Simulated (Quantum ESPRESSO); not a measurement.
## Single-point calculation of GaN (part 2 of 2)

Continued. System: GaN (P6₃mc, 8 atoms in the cell). Method: Kohn-Sham DFT of a periodic cell, PBE, SSSP 1.3 efficiency PBE, no spin polarisation (Quantum ESPRESSO 7.5); cutoff 952.4 eV, 10×10×3 k-mesh, fermi-dirac of 0.05 eV. The structure derives from a Materials Project entry.

Geometry of the input (Å; fractional positions):
```
3.2115  0.0000  0.0000
-1.6058  2.7813  0.0000
0.0000  0.0000  10.3568
Ga 0.0000  0.0000  0.7859
Ga 0.6667  0.3333  0.0373
Ga 0.3333  0.6667  0.5373
Ga 0.0000  0.0000  0.2859
N  0.0000  0.0000  0.0930
N  0.6667  0.3333  0.3437
N  0.0000  0.0000  0.5930
N  0.3333  0.6667  0.8437
```

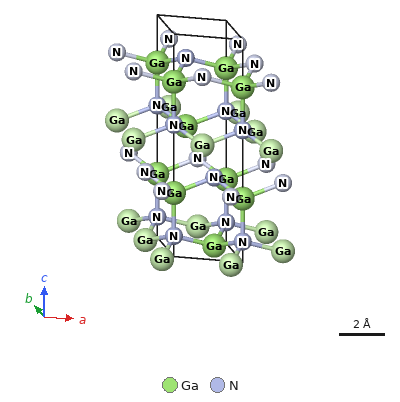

*The structure as given in the input (ball-and-stick view of the cell of the calculation, seen slightly off an axis; neighbours outside the cell are drawn fainter). An atom can appear more than once, as a periodic image.*

### The program's output, continued
```
    -6.0296  -5.9432  -5.0833  -5.0806  -4.4031  -4.4007  -4.3495  -4.3482
    -4.2496  -4.2447  -4.1933  -4.1929  -4.0025  -3.9484  -3.6662  -3.6656
    -3.6418  -3.6186  -3.5299  -3.5114  -3.4874  -3.4846  -2.7756  -2.4007
     4.0313   4.6843   6.1390   6.3900   6.9724   7.3836   7.9079   8.0568
     8.8072   8.9242   9.1016   9.4951  13.0035  13.4006  14.8127  15.1057
    16.3586  16.4879  17.8770  18.3650  18.4814  18.8184  19.8617  20.1632

          k = 0.0000 0.3464 0.0000 (  6182 PWs)   bands (ev):

    -5.8626  -5.7744  -4.9805  -4.9611  -4.3909  -4.3805  -4.3348  -4.3289
    -4.2662  -4.2555  -4.1533  -4.1515  -3.8782  -3.7917  -3.6224  -3.6189
    -3.6082  -3.5770  -3.4759  -3.4698  -3.3806  -3.1776  -2.6170  -1.9244
     3.9238   4.4322   4.6867   5.3029   5.4904   7.3159   7.6296   7.7333
     8.2334   8.3422   8.8544   9.3955  12.7844  13.5015  14.2751  15.6006
    16.1989  16.7515  16.9801  17.9853  18.6158  19.1174  19.5623  20.3305

          k = 0.0000 0.3464 0.1034 (  6169 PWs)   bands (ev):

    -5.8409  -5.7968  -4.9759  -4.9662  -4.3879  -4.3827  -4.3333  -4.3304
    -4.2640  -4.2586  -4.1528  -4.1519  -3.8585  -3.8152  -3.6215  -3.6198
    -3.5998  -3.5844  -3.4744  -3.4713  -3.3544  -3.2665  -2.4084  -2.0758
     3.9815   4.2025   4.8860   5.2453   5.8654   6.8244   7.3910   7.5849
     8.5139   8.7552   8.8280   9.2879  12.9192  13.2941  14.5476  15.1370
    16.3745  16.5846  17.4081  17.8645  18.7651  19.0867  19.6651  20.4496

          k = 0.0000 0.4619 0.0000 (  6190 PWs)   bands (ev):

    -5.7529  -5.7109  -4.9052  -4.8931  -4.3810  -4.3667  -4.3315  -4.3230
    -4.2648  -4.2616  -4.1093  -4.1080  -3.7807  -3.7131  -3.6139  -3.6009
    -3.6007  -3.5923  -3.4506  -3.4463  -2.9158  -2.7185  -2.1523  -1.7159
     2.9523   3.4389   3.9946   4.3683   5.5182   6.9317   7.4116   7.6708
     8.0001   8.3362   8.5988   9.1552  12.1805  12.8755  14.4344  15.1700
    15.9756  16.6531  17.0199  17.7972  18.9910  19.3678  19.7999  20.2648

          k = 0.0000 0.4619 0.1034 (  6186 PWs)   bands (ev):

    -5.7424  -5.7214  -4.9024  -4.8963  -4.3766  -4.3694  -4.3294  -4.3252
    -4.2646  -4.2629  -4.1090  -4.1083  -3.7654  -3.7319  -3.6097  -3.6033
    -3.5987  -3.5944  -3.4496  -3.4474  -2.8829  -2.7913  -2.0193  -1.8081
     3.0538   3.3154   3.9895   4.2174   6.0591   7.0153   7.0553   7.2347
     8.2061   8.4849   8.6256   9.0342  12.4470  12.8502  14.4817  14.8449
    15.9898  16.3537  17.4387  17.8345  19.2483  19.5874  19.6658  20.4952

          k = 0.0000-0.5774 0.0000 (  6194 PWs)   bands (ev):

    -5.7235  -5.6949  -4.8818  -4.8731  -4.3795  -4.3640  -4.3317  -4.3222
    -4.2629  -4.2599  -4.0906  -4.0897  -3.7519  -3.6854  -3.6154  -3.6090
    -3.5964  -3.5853  -3.4371  -3.4338  -2.5557  -2.4955  -1.9437  -1.6923
     2.5366   2.9354   3.6912   3.8210   5.9708   6.7930   7.2936   7.6873
     7.8756   8.0937   8.5030   9.2726  11.9729  12.4751  14.7259  14.7676
    15.8695  16.5457  17.1543  17.6120  19.0297  19.5421  20.0264  20.1779

          k = 0.0000-0.5774 0.1034 (  6178 PWs)   bands (ev):

    -5.7163  -5.7020  -4.8799  -4.8755  -4.3746  -4.3668  -4.3294  -4.3246
    -4.2627  -4.2612  -4.0904  -4.0899  -3.7369  -3.7040  -3.6129  -3.6100
    -3.5935  -3.5880  -3.4363  -3.4347  -2.5449  -2.5159  -1.8754  -1.7509
     2.6639   2.8918   3.5937   3.7014   6.4288   6.8794   7.1071   7.2746
     8.0933   8.3386   8.3842   8.9329  12.3076  12.5726  14.5779  14.5971
    15.7845  16.2187  17.5861  17.8201  19.2177  19.7934  19.8422  20.5126

          k = 0.1000 0.1732 0.0000 (  6140 PWs)   bands (ev):

    -6.1323  -5.9344  -5.1224  -5.1053  -4.4063  -4.4040  -4.3552  -4.3536
    -4.2437  -4.2362  -4.2037  -4.2022  -4.0575  -3.9505  -3.6895  -3.6885
    -3.6575  -3.6259  -3.5238  -3.5217  -3.4890  -3.4813  -3.0562  -2.2857
     3.5973   5.2699   6.2409   6.8271   7.4045   7.7788   8.0308   8.1506
     8.4408   8.9759   9.0266   9.8466  12.5971  13.7874  14.7715  15.0132
    16.5027  16.5972  17.5793  18.3817  18.4016  18.9761  19.6204  20.1082

          k = 0.1000 0.1732 0.1034 (  6143 PWs)   bands (ev):

    -6.0870  -5.9885  -5.1164  -5.1081  -4.4058  -4.4046  -4.3547  -4.3539
    -4.2422  -4.2384  -4.2033  -4.2025  -4.0389  -3.9878  -3.6892  -3.6887
    -3.6549  -3.6425  -3.5237  -3.5225  -3.4875  -3.4840  -2.8509  -2.4736
     3.9330   4.7080   6.5660   6.8114   7.3595   7.5066   8.1096   8.1715
     8.8668   8.9533   9.0229   9.5536  12.8785  13.4459  14.9197  15.0163
    16.4050  16.4186  18.0335  18.5015  18.5692  18.8033  19.7245  19.9109

          k = 0.1000 0.2887 0.0000 (  6162 PWs)   bands (ev):

    -5.9252  -5.8098  -5.0161  -4.9985  -4.3971  -4.3917  -4.3370  -4.3306
    -4.2598  -4.2494  -4.1761  -4.1732  -3.9240  -3.8272  -3.6537  -3.6470
    -3.5827  -3.5533  -3.5263  -3.4912  -3.4491  -3.3151  -2.7611  -2.0251
     4.0826   4.6064   5.3224   5.6677   6.0453   7.2052   7.5756   7.8245
     8.2125   8.3087   8.6440   9.5769  13.3254  13.5909  14.9164  15.8144
    16.1840  16.8566  17.2051  17.9485  18.0457  18.7656  19.6023  20.1646

          k = 0.1000 0.2887 0.1034 (  6178 PWs)   bands (ev):

    -5.8972  -5.8396  -5.0119  -5.0031  -4.3958  -4.3931  -4.3351  -4.3319
    -4.2576  -4.2524  -4.1753  -4.1739  -3.9028  -3.8543  -3.6514  -3.6481
    -3.5773  -3.5634  -3.5150  -3.4979  -3.4369  -3.3831  -2.5459  -2.1910
     4.2156   4.4720   5.4301   5.6602   6.2063   6.8407   7.4716   7.5684
     8.3411   8.5310   8.9313   9.4426  13.3701  13.5159  15.0616  15.4623
    16.3856  16.6436  17.5854  17.9446  18.2442  18.6198  19.5179  19.8624

          k = 0.1000 0.4041 0.0000 (  6184 PWs)   bands (ev):

    -5.7798  -5.7233  -4.9287  -4.9113  -4.3795  -4.3705  -4.3314  -4.3227
    -4.2662  -4.2591  -4.1351  -4.1331  -3.8012  -3.7392  -3.6262  -3.6174
    -3.5863  -3.5768  -3.4779  -3.4693  -3.1089  -2.8819  -2.3113  -1.7541
     3.4680   3.9907   4.3862   4.8194   5.2905   6.6922   7.0724   7.5350
     7.8952   8.2607   8.5533   9.1958  12.7228  13.5362  14.7242  15.9591
    16.0702  16.8426  17.0762  17.8164  18.6831  18.9319  19.3198  19.9171

          k = 0.1000 0.4041 0.1034 (  6184 PWs)   bands (ev):

    -5.7658  -5.7376  -4.9245  -4.9158  -4.3771  -4.3726  -4.3287  -4.3244
    -4.2650  -4.2614  -4.1346  -4.1335  -3.7865  -3.7557  -3.6230  -3.6188
    -3.5843  -3.5795  -3.4759  -3.4716  -3.0745  -2.9717  -2.1400  -1.8721
     3.5475   3.8011   4.4310   4.6651   5.8699   6.6842   6.8952   7.1649
     7.8457   8.1302   8.9265   9.1931  12.9307  13.3620  14.8933  15.4032
    16.3977  16.6700  17.3511  17.7267  18.8573  19.1391  19.1768  19.6792

          k = 0.1000 0.5196 0.0000 (  6180 PWs)   bands (ev):

    -5.7215  -5.6887  -4.8833  -4.8734  -4.3716  -4.3593  -4.3320  -4.3234
    -4.2618  -4.2611  -4.1057  -4.1049  -3.7445  -3.6902  -3.6148  -3.6128
    -3.5924  -3.5839  -3.4529  -3.4495  -2.6109  -2.4984  -1.9233  -1.6561
     2.7347   3.1472   3.8286   4.0114   5.7983   6.4646   6.7658   7.2691
     7.9172   8.0495   8.3537   9.2199  12.3310  12.9357  15.0697  15.5018
    15.9464  16.8830  17.1255  17.4714  18.8074  19.1802  19.7050  19.8526

          k = 0.1000 0.5196 0.1034 (  6183 PWs)   bands (ev):

    -5.7133  -5.6969  -4.8810  -4.8761  -4.3682  -4.3621  -4.3294  -4.3252
    -4.2622  -4.2618  -4.1055  -4.1051  -3.7320  -3.7050  -3.6140  -3.6128
    -3.5902  -3.5860  -3.4521  -3.4504  -2.5897  -2.5354  -1.8472  -1.7157
     2.8504   3.0809   3.7659   3.8913   6.1269   6.5334   6.7182   7.3105
     7.6267   7.8783   8.6206   9.0492  12.6095  12.9301  15.0067  15.2036
    16.0559  16.5147  17.4455  17.6627  18.9546  19.4176  19.5042  19.7760

          k = 0.2000 0.3464 0.0000 (  6170 PWs)   bands (ev):

    -5.7905  -5.7269  -4.9396  -4.9189  -4.3782  -4.3732  -4.3322  -4.3174
    -4.2664  -4.2571  -4.1515  -4.1487  -3.8063  -3.7508  -3.6392  -3.6313
    -3.5619  -3.5608  -3.5079  -3.4910  -3.1651  -2.9378  -2.3636  -1.7687
     3.8890   4.2063   4.6378   4.9893   5.3717   6.3116   6.7314   7.5285
     7.6833   7.8582   8.6212   9.2666  13.1882  13.9066  15.5196  15.5562
    16.9320  17.1816  17.5064  17.6190  18.0910  18.5912  18.7220  19.5176

          k = 0.2000 0.3464 0.1034 (  6193 PWs)   bands (ev):

    -5.7748  -5.7430  -4.9345  -4.9242  -4.3777  -4.3754  -4.3272  -4.3200
    -4.2645  -4.2599  -4.1508  -4.1494  -3.7925  -3.7647  -3.6366  -3.6328
    -3.5621  -3.5615  -3.5039  -3.4954  -3.1318  -3.0297  -2.1816  -1.8957
     3.9304   4.0725   4.6886   4.8333   5.8721   6.3523   6.7738   7.1060
     7.5050   7.6654   9.0429   9.2751  13.3643  13.7202  15.5072  15.5209
    17.0030  17.1455  17.5470  17.6334  18.1569  18.3995  18.8855  19.2274

          k = 0.2000 0.4619 0.0000 (  6189 PWs)   bands (ev):

    -5.7179  -5.6787  -4.8870  -4.8743  -4.3580  -4.3513  -4.3327  -4.3164
    -4.2677  -4.2617  -4.1310  -4.1298  -3.7329  -3.6997  -3.6276  -3.6234
    -3.5707  -3.5661  -3.4869  -3.4803  -2.6741  -2.5134  -1.9049  -1.5981
     3.2076   3.6100   4.0334   4.3421   5.4427   5.7759   6.2351   6.7210
     7.1806   7.9992   8.7462   9.0530  12.8886  13.5300  15.6019  16.2764
    16.7949  17.0822  17.3433  17.7550  18.2349  18.7036  19.1656  19.4009

          k = 0.2000 0.4619 0.1034 (  6193 PWs)   bands (ev):

    -5.7082  -5.6886  -4.8839  -4.8775  -4.3584  -4.3555  -4.3256  -4.3181
    -4.2665  -4.2636  -4.1307  -4.1301  -3.7247  -3.7081  -3.6264  -3.6243
    -3.5696  -3.5674  -3.4854  -3.4821  -2.6443  -2.5672  -1.8138  -1.6637
     3.3051   3.5164   4.0401   4.1776   5.5987   5.8079   6.5350   6.8067
     6.9886   7.5100   8.9411   9.1011  13.0756  13.3863  15.7023  16.0139
    16.8546  16.9785  17.5344  17.6358  18.4519  18.8378  19.0728  19.1605

          k = 0.2000 0.5774 0.0000 (  6170 PWs)   bands (ev):

    -5.6975  -5.6645  -4.8696  -4.8619  -4.3501  -4.3428  -4.3293  -4.3234
    -4.2646  -4.2620  -4.1234  -4.1233  -3.7104  -3.6805  -3.6231  -3.6205
    -3.5754  -3.5711  -3.4764  -3.4750  -2.3482  -2.3132  -1.7168  -1.5738
     2.9182   3.2333   3.8689   4.0365   5.1926   5.6785   6.3900   6.4428
     7.0191   8.0672   8.4988   9.1634  12.8525  13.1809  15.9242  16.2365
    16.5949  16.9037  17.3840  17.7671  18.1700  18.8055  19.2923  19.6378

          k = 0.2000 0.5774 0.1034 (  6175 PWs)   bands (ev):

    -5.6893  -5.6728  -4.8677  -4.8639  -4.3510  -4.3472  -4.3247  -4.3219
    -4.2642  -4.2630  -4.1233  -4.1233  -3.7031  -3.6881  -3.6227  -3.6213
    -3.5742  -3.5720  -3.4761  -3.4754  -2.3410  -2.3237  -1.6792  -1.6079
     3.0210   3.1882   3.8420   3.9090   5.2960   5.5642   6.4750   6.7589
     6.9419   7.6831   8.7335   9.0673  12.9633  13.1050  16.0159  16.1228
    16.6122  16.8015  17.4544  17.5672  18.5920  19.0439  19.0492  19.4895

          k = 0.3000 0.5196 0.0000 (  6184 PWs)   bands (ev):

    -5.6884  -5.6538  -4.8649  -4.8596  -4.3390  -4.3354  -4.3248  -4.3127
    -4.2730  -4.2645  -4.1357  -4.1355  -3.6965  -3.6787  -3.6273  -3.6270
    -3.5587  -3.5579  -3.4966  -3.4949  -2.2613  -2.2414  -1.5980  -1.5550
     3.2666   3.4465   3.6840   4.3394   4.7344   5.0065   6.1121   6.3270
     6.5283   8.1465   8.7410   8.9588  13.0800  13.2836  15.9304  16.5764
    16.9936  17.1391  17.5731  17.8741  18.4553  18.7563  19.2252  19.2527

          k = 0.3000 0.5196 0.1034 (  6178 PWs)   bands (ev):

    -5.6799  -5.6626  -4.8635  -4.8608  -4.3424  -4.3420  -4.3160  -4.3112
    -4.2709  -4.2667  -4.1357  -4.1356  -3.6921  -3.6832  -3.6273  -3.6272
    -3.5586  -3.5582  -3.4962  -3.4953  -2.2566  -2.2466  -1.5865  -1.5650
     3.3253   3.4051   3.7610   4.0816   4.8887   5.0452   6.0234   6.1549
     6.9753   7.7587   8.8945   9.0076  13.0562  13.1564  16.2087  16.7610
    16.7796  17.0007  17.6850  17.8443  18.5390  18.8489  18.9873  19.1668

     the Fermi energy is    10.4664 ev

!    total energy              =   -1192.57064607 Ry
     estimated scf accuracy    <          5.3E-11 Ry
     smearing contrib. (-TS)   =      -0.00000021 Ry
     internal energy E=F+TS    =   -1192.57064586 Ry

     The total energy is F=E-TS. E is the sum of the following terms:
     one-electron contribution =    -357.34684350 Ry
     hartree contribution      =     256.43626524 Ry
     xc contribution           =    -175.41829746 Ry
     ewald contribution        =    -468.67675054 Ry
     one-center paw contrib.   =    -447.56501960 Ry

     convergence has been achieved in  20 iterations

     Forces acting on atoms (cartesian axes, Ry/au):

     atom    1 type  1   force =     0.00000000    0.00000000    0.00077494
     atom    2 type  1   force =    -0.00000000   -0.00000000   -0.00558218
     atom    3 type  1   force =    -0.00000000   -0.00000000   -0.00558218
     atom    4 type  1   force =     0.00000000    0.00000000    0.00077494
     atom    5 type  2   force =     0.00000000    0.00000000   -0.00798024
     atom    6 type  2   force =    -0.00000000    0.00000000    0.01278748
     atom    7 type  2   force =     0.00000000    0.00000000   -0.00798024
     atom    8 type  2   force =    -0.00000000   -0.00000000    0.01278748

     Total force =     0.022758     Total SCF correction =     0.000010

     Computing stress (Cartesian axis) and pressure

          total   stress  (Ry/bohr**3)                   (kbar)     P=       -5.58
  -0.00021029   0.00000000   0.00000000          -30.93        0.00        0.00
   0.00000000  -0.00021029   0.00000000            0.00      -30.93        0.00
   0.00000000   0.00000000   0.00030680            0.00        0.00       45.13

=------------------------------------------------------------------------------=
   JOB DONE.
=------------------------------------------------------------------------------=
```

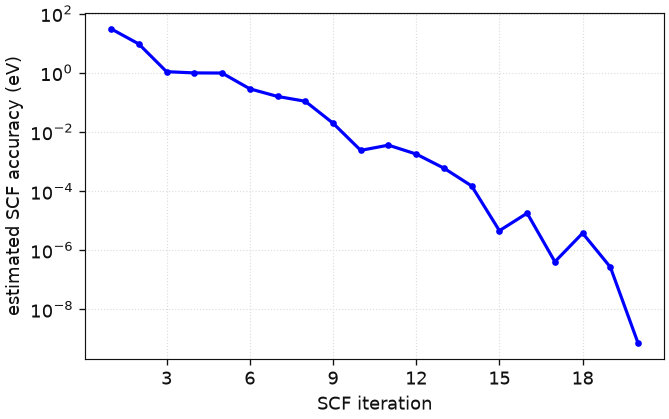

*Convergence of the self-consistent field: estimated SCF accuracy against the iteration.*

The field takes 20 iterations in all.

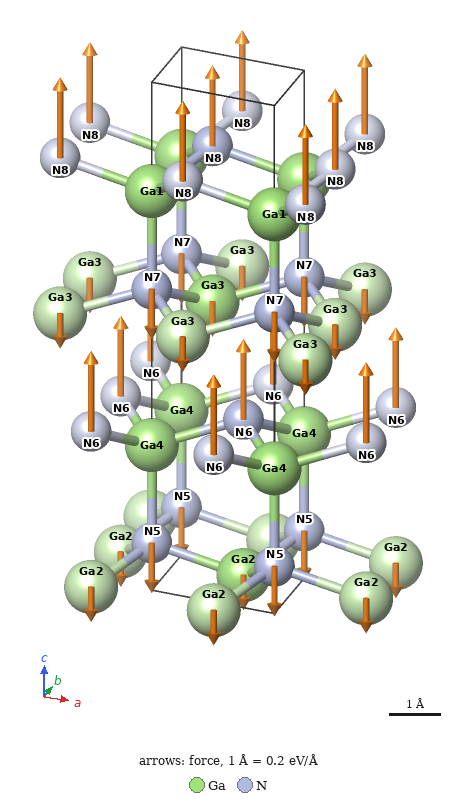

*Forces on the atoms as orange arrows (ball-and-stick view of the cell of the calculation, seen slightly off an axis; neighbours outside the cell are drawn fainter; atoms are numbered from 1 in the order of the input); the smallest are left out.*

The largest act on N6, N8 (0.33 eV/Å); N5, N7 (0.21 eV/Å); Ga2, Ga3 (0.14 eV/Å). The geometry is not a stationary point of this energy.

### Key numbers

| quantity | value |
| --- | --- |
| outcome | converged |
| space group (tolerance 0.01 Å) | P6₃mc (186) |
| electrons treated | 72 |
| free energy | −16225.7502 eV |
| Fermi energy | 10.466 eV |
| gap on the k-point mesh | 0.83 eV |
| pressure | −0.56 GPa |
| largest force (length of the vector) | 0.329 eV/Å |
| wall time | 2.4 min (CPU time 4.9 min) |
| peak memory | 0.78 GiB |
